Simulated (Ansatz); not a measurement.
# From PbO to ZrO

System: PbO (P4/nmm, 4 atoms in the cell).
Method of run 1: DFT PBEsol, scalar-relativistic, plane waves, PAW, no spin polarisation (Ansatz 0.2.0).
System of run 2: ZrO (P4/nmm, 4 atoms in the cell).

On run 1: The structure was made by swapping elements on the sites of another compound; it need not be a known phase. On run 2: The structure was made by swapping elements on the sites of another compound; it need not be a known phase. It belongs to a series of runs on one base structure; here: Sn -> Zr on all its sites, cell and atoms relaxed. Text and figures count atoms from 1; the logs count them from 0 in places.

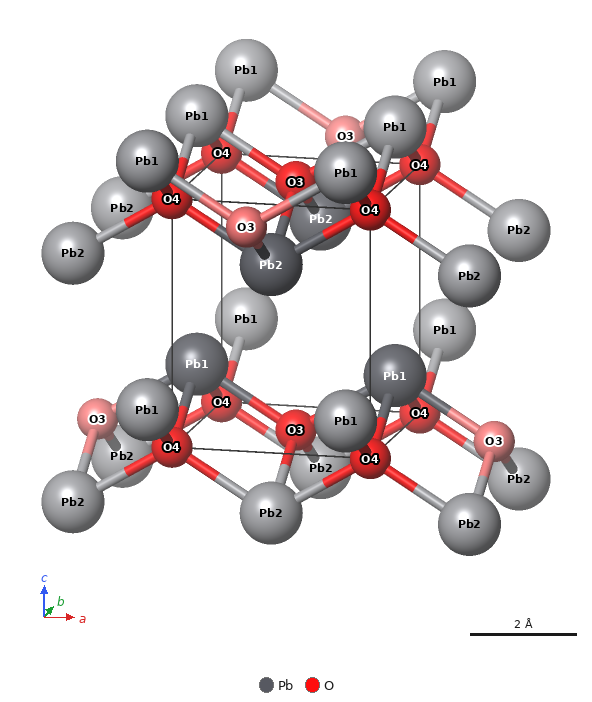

Figure 1. The structure as given in the input (ball-and-stick view of the cell of the calculation, seen slightly off an axis; neighbours outside the cell are drawn fainter; atoms are numbered from 1 in the order of the input). Near neighbours in the crystal (not all of them lie inside the picture): Pb has 4 O at 2.27 Å; O has 4 Pb at 2.27 Å.

Input, run 1:
```yaml
crystal:
  lattice:
    - [3.8886343042, 0.0, 0.0]
    - [0.0, 3.8886343042, 0.0]
    - [0.0, 0.0, 4.857537216]
  atoms:
    - { symbol: Pb, position: [0.0, 0.5, 0.2423994222] }
    - { symbol: Pb, position: [0.5, 0.0, 0.7576005778] }
    - { symbol: O, position: [0.5, 0.5, 0.0] }
    - { symbol: O, position: [0.0, 0.0, 0.0] }
basis:
  ecutwfc: 420
kpoints:
  mp_grid: { grid: [6, 6, 4] }
hamiltonian:
  xc: pbesol
scf:
  occupations: { method: gaussian, width: 0.1 }
output:
  forces: true
  stress: true
  eigenvalues: true
relax:
  adjacent_minimum: "off"
  f_tol: 0.05
  max_steps: 60
  cell: { stress_tol: 0.5 }
```

Command:
```bash
ansatz run input.yaml --threads 1 --pin off --max-ram 2560MiB --backend cpu --events-out ev --progress --plain --runs-dir out
```

Hardware: 1 thread of Intel Xeon @ 2.50GHz (Skylake/Cascade Lake), 192 GiB of memory available, shared host.

Output, shortened to warnings, some set-up lines, iterations and results (run 1):
```
Basis set: ecut = 420 eV, 1457 PW (Γ), exchange–correlation on 54×54×72 points (8 copies of the dense FFT grid, shifted against one another)
Symmetry: 16 space group operations
k-points: 30 of 144
Initial density: superposition of atomic densities (neutral atoms: chi_scale 0, normalization atom), corrected by the library's trained network
[...]
SCF iter   1: F=—  HF=-24630.836950 eV  |F-HF|=—  |Δ(HF+E_count)|=         —  Δρ=1.35e-2  dr2=1.27e-1  ethr=1.77e-3  ⟨swp⟩=6.0  Hψ=3273  notcnv=0
SCF iter   2: F=—  HF=-24630.815203 eV  |F-HF|=—  |Δ(HF+E_count)|=   2.17e-2  Δρ=5.12e-3  dr2=1.56e-2  ethr=3.18e-4  ⟨swp⟩=2.1  Hψ=1257  notcnv=0
SCF iter   3: F=—  HF=-24630.811965 eV  |F-HF|=—  |Δ(HF+E_count)|=   3.24e-3  Δρ=1.05e-3  dr2=5.32e-4  ethr=3.89e-5  ⟨swp⟩=2.0  Hψ=912  notcnv=0
SCF iter   4: F=—  HF=-24630.811940 eV  |F-HF|=—  |Δ(HF+E_count)|=   2.47e-5  Δρ=2.22e-4  dr2=4.12e-5  ethr=1.33e-6  ⟨swp⟩=2.0  Hψ=1243  notcnv=0
SCF iter   5: F=—  HF=-24630.811945 eV  |F-HF|=—  |Δ(HF+E_count)|=   5.32e-6  Δρ=4.98e-5  dr2=3.15e-6  ethr=1.03e-7  ⟨swp⟩=2.0  Hψ=947  notcnv=0
[... 30 lines ...]
SCF iter   3: F=—  HF=-24630.908057 eV  |F-HF|=—  |Δ(HF+E_count)|=   3.18e-5  Δρ=1.55e-4  dr2=2.83e-6  ethr=5.74e-8  ⟨swp⟩=2.0  Hψ=882  notcnv=0
SCF iter   4: F=—  HF=-24630.908070 eV  |F-HF|=—  |Δ(HF+E_count)|=   1.31e-5  Δρ=7.87e-6  dr2=2.33e-8  ethr=7.09e-9  ⟨swp⟩=2.0  Hψ=1320  notcnv=0
SCF iter   5: F=-24630.908070 eV  HF=-24630.908070 eV  |F-HF|=8.19e-10  |Δ(HF+E_count)|=   1.66e-8  Δρ=1.66e-6  dr2=9.84e-10  ethr=1.00e-11  ⟨swp⟩=6.8  Hψ=3428  notcnv=0
SCF 5 converged in 5 iterations: F = -24630.908070 eV  dr2 = 9.84e-10
relax step   5: F+E_penalty+E_count = -24630.90806981 eV  Δ(F+E_penalty+E_count) = -1.929e-2 eV  max|allowed force component| = 5.695e-3 eV/Å  Δτ_max = 0.0000 Å  P = +0.390 …
basis re-selected at this cell: Δ(F+E_penalty+E_count) = -1.929e-2 eV, ΔP = +0.359 GPa vs the last step (what re-selecting the basis moved, of the pressure what is left beyond the Pulay correction that the steps carried, after the strain that the cell walked since its last selection, with what the …
SCF converged after 5 iterations
Free energy (F): -24630.908070 eV
Harris-Foulkes:  -24630.908070 eV  (|F-HF|=8.19e-10)
Internal energy: -24630.908070 eV  (E = F + TS)
E sigma→0 (E₀):  -24630.908070 eV
Fermi energy:    8.952257 eV
--- Per-component energies (eV) ---
  E_band       = -108.607614
  E_kinetic    = 926.863664
  E_local      = -3115.660686  (includes V_loc(G=0)·N_el)
  E_nonlocal   = 802.981918
  E_hartree    = 1236.552794
  E_xc         = -582.863944
  E_vxc        = -451.424710  (∫ρ·V_xc dr)
  E_paw        = -20817.654376  (= ΣΔE_a)
  E_vpaw       = -744.477823  (= ΣTr[D̂ρ^β])
  E_aug_tail   = 0.004785  (compensation charges beyond the density's cutoff)
  E_ewald      = -3081.327035
  E_core_change = 0.194809  (= ΣΔE_core)
  E_smearing   = -0.000000  (= −TS)
  E_closure    = 0.000000  (closes the sum)
  Σ components = -24630.908070   (vs F -24630.908070, Δ=0.00e0)
--- Forces (eV/Å), atoms counted from 1 ---
  atom   1  Pb     0.00000000     0.00000000     0.00569472
  atom   2  Pb     0.00000000     0.00000000    -0.00569472
  atom   3  O      0.00000000     0.00000000     0.00000000
  atom   4  O      0.00000000     0.00000000     0.00000000
  max |Σ_I F_I| component: 0.00e0 eV/Å
--- Stress (GPa, compression-positive) ---
        0.403419       0.000000       0.000000
        0.000000       0.403419       0.000000
        0.000000       0.000000       0.363812
  P = ⅓ Tr σ = 0.3902 GPa (3.902 kbar)
--- Relaxed structure (4 steps of the walk, 4 accepted, 1 SCFs on fresh bases) ---
  F+E_penalty+E_count = -24630.90806981 eV   max|allowed force component| = 5.695e-3 eV/Å   (the final SCF, on the basis selected at the relaxed cell)
  cell:  # Å, volume = 79.4337 Å³
    - [3.9824029977842383, 1.7882743244268873e-33, 0.0]
    - [2.1459291893122647e-33, 3.9824029977842383, 0.0]
    - [0.0, 0.0, 5.008578601402014]
  atoms:
    - { symbol: Pb, position: [-4.0917942619456254e-35, 0.5000000000000001, 0.23643677193638232] }
[...]
```

The input of run 2 differs as follows (lines with − go, lines with + come):
```diff
-    - [3.8886343042, 0.0, 0.0]
-    - [0.0, 3.8886343042, 0.0]
-    - [0.0, 0.0, 4.857537216]
+    - [4.229319173, 0.0, 0.0]
+    - [0.0, 4.229319173, 0.0]
+    - [0.0, 0.0, 5.283108072]
-    - { symbol: Pb, position: [0.0, 0.5, 0.2423994222] }
-    - { symbol: Pb, position: [0.5, 0.0, 0.7576005778] }
+    - { symbol: Zr, position: [0.0, 0.5, 0.2423994222] }
+    - { symbol: Zr, position: [0.5, 0.0, 0.7576005778] }
```

How does run 2 compare with run 1?

The total energies belong to different systems, so their difference says nothing on which is more stable or more accurate. The gap of 1.17 eV on the mesh closes. The pressure goes from 0.39 to −0.02 GPa. The volume per atom goes from 19.86 to 15.55 Å³. The SCF takes 59 iterations over all geometry steps against 30. On the same kind of shared host run 2 took about 1.5 times as long.

Output, shortened to warnings, some set-up lines, iterations and results (run 2):
```
Basis set: ecut = 420 eV, 1805 PW (Γ), exchange–correlation on 60×60×72 points (8 copies of the dense FFT grid, shifted against one another)
Symmetry: 16 space group operations
k-points: 30 of 144
Initial density: superposition of atomic densities (neutral atoms: chi_scale 0, normalization atom), corrected by the library's trained network
[...]
SCF iter   1: F=—  HF=-9378.957820 eV  |F-HF|=—  |Δ(HF+E_count)|=         —  Δρ=1.22e-2  dr2=1.52e-1  ethr=1.77e-3  ⟨swp⟩=4.1  Hψ=2533  notcnv=0
SCF iter   2: F=—  HF=-9378.928161 eV  |F-HF|=—  |Δ(HF+E_count)|=   2.97e-2  Δρ=5.08e-3  dr2=3.57e-2  ethr=4.23e-4  ⟨swp⟩=2.0  Hψ=1170  notcnv=0  defer=1
SCF iter   3: F=—  HF=-9378.921762 eV  |F-HF|=—  |Δ(HF+E_count)|=   6.40e-3  Δρ=2.83e-3  dr2=1.26e-2  ethr=9.92e-5  ⟨swp⟩=2.0  Hψ=885  notcnv=0  defer=1
SCF iter   4: F=—  HF=-9378.918915 eV  |F-HF|=—  |Δ(HF+E_count)|=   2.85e-3  Δρ=7.14e-4  dr2=6.89e-4  ethr=3.49e-5  ⟨swp⟩=2.6  Hψ=1097  notcnv=0  defer=1
SCF iter   5: F=—  HF=-9378.918915 eV  |F-HF|=—  |Δ(HF+E_count)|=   2.10e-7  Δρ=1.74e-4  dr2=3.98e-5  ethr=1.91e-6  ⟨swp⟩=2.8  Hψ=1134  notcnv=0  defer=1
[... 69 lines ...]
SCF iter   1: F=—  HF=-9383.724224 eV  |F-HF|=—  |Δ(HF+E_count)|=         —  Δρ=3.53e-5  dr2=1.19e-7  ethr=1.68e-8  ⟨swp⟩=3.7  Hψ=4859  notcnv=0
SCF iter   2: F=—  HF=-9383.724226 eV  |F-HF|=—  |Δ(HF+E_count)|=   1.72e-6  Δρ=1.72e-5  dr2=3.38e-8  ethr=3.31e-10  ⟨swp⟩=2.0  Hψ=932  notcnv=0
SCF iter   3: F=-9383.724226 eV  HF=-9383.724226 eV  |F-HF|=2.36e-11  |Δ(HF+E_count)|=   2.47e-8  Δρ=4.81e-6  dr2=3.78e-9  ethr=1.11e-11  ⟨swp⟩=3.1  Hψ=2713  notcnv=0
SCF 10 converged in 3 iterations: F = -9383.724226 eV  dr2 = 3.78e-9
relax step  10: F+E_penalty+E_count = -9383.72422570 eV  Δ(F+E_penalty+E_count) = +8.029e-4 eV  max|allowed force component| = 2.867e-4 eV/Å  Δτ_max = 0.0000 Å  P = -0.017 …
basis re-selected at this cell: Δ(F+E_penalty+E_count) = +8.029e-4 eV, ΔP = -0.016 GPa vs the last step (what re-selecting the basis moved, of the pressure what is left beyond the Pulay correction that the steps carried, after the strain that the cell walked since its last selection, with what the …
SCF converged after 3 iterations
Free energy (F): -9383.724226 eV
Harris-Foulkes:  -9383.724226 eV  (|F-HF|=2.36e-11)
Internal energy: -9383.711862 eV  (E = F + TS)
E sigma→0 (E₀):  -9383.718044 eV
Entropy (-TS):   -0.012364 eV (-3.091 meV/atom)
Fermi energy:    12.871946 eV
--- Per-component energies (eV) ---
  E_band       = -234.850293
  E_kinetic    = 1018.281386
  E_local      = -2322.965290  (includes V_loc(G=0)·N_el)
  E_nonlocal   = 255.162275
  E_hartree    = 808.272772
  E_xc         = -467.554689
  E_vxc        = -568.895131  (∫ρ·V_xc dr)
  E_paw        = -6103.807886  (= ΣΔE_a)
  E_vpaw       = -232.985396  (= ΣTr[D̂ρ^β])
  E_aug_tail   = 0.005029  (compensation charges beyond the density's cutoff)
  E_ewald      = -2571.507476
  E_core_change = 0.402017  (= ΣΔE_core)
  E_smearing   = -0.012364  (= −TS)
  E_closure    = 0.000000  (closes the sum)
  Σ components = -9383.724226   (vs F -9383.724226, Δ=0.00e0)
--- Forces (eV/Å), atoms counted from 1 ---
  atom   1  Zr     0.00000000     0.00000000    -0.00028674
  atom   2  Zr     0.00000000     0.00000000     0.00028674
  atom   3  O      0.00000000     0.00000000    -0.00000000
  atom   4  O      0.00000000     0.00000000     0.00000000
  max |Σ_I F_I| component: 1.67e-16 eV/Å
--- Stress (GPa, compression-positive) ---
       -0.028483       0.000000       0.000000
        0.000000      -0.028483       0.000000
        0.000000       0.000000       0.006889
  P = ⅓ Tr σ = -0.0167 GPa (-0.167 kbar)
--- Relaxed structure (8 steps of the walk, 8 accepted, 2 SCFs on fresh bases) ---
  F+E_penalty+E_count = -9383.72422570 eV   max|allowed force component| = 2.867e-4 eV/Å   (the final SCF, on the basis selected at the relaxed cell)
  cell:  # Å, volume = 62.2087 Å³
    - [3.586808934752239, 4.2695049495425036e-33, 0.0]
[...]
```

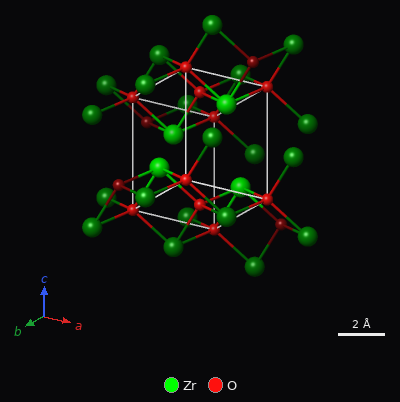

Figure 2. The input structure of run 2 (ball-and-stick view of the cell of the calculation, seen at an oblique angle; neighbours outside the cell are drawn fainter).

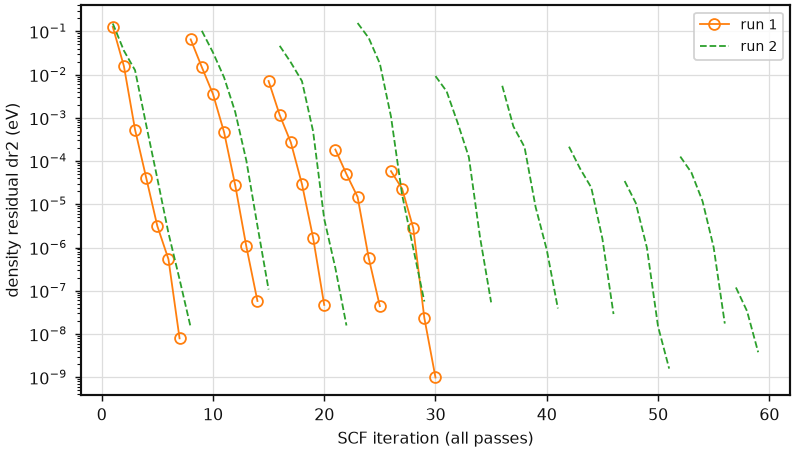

Figure 3. Convergence of the two runs: density residual dr2 against the SCF iteration. A break in a curve parts two SCF passes. Run 1 takes 30 iterations in all, and run 2 takes 59.

The two runs side by side:

```csv
quantity,run 1,run 2
outcome,converged,converged
free energy per atom (eV),−6157.7270,−2345.9311
"energy per atom, smearing taken to zero (eV)",−6157.7270,−2345.9295
gap on the mesh (eV),1.17,0.00
pressure (GPa),0.39,−0.02
volume per atom (Å³),19.86,15.55
largest force (eV/Å),0.006,0.000
SCF iterations,30,59
irreducible k-points,30,30
wall time (shared host),31 s,48 s
```

For run 1: Spin–orbit coupling is left out, which matters for Pb.
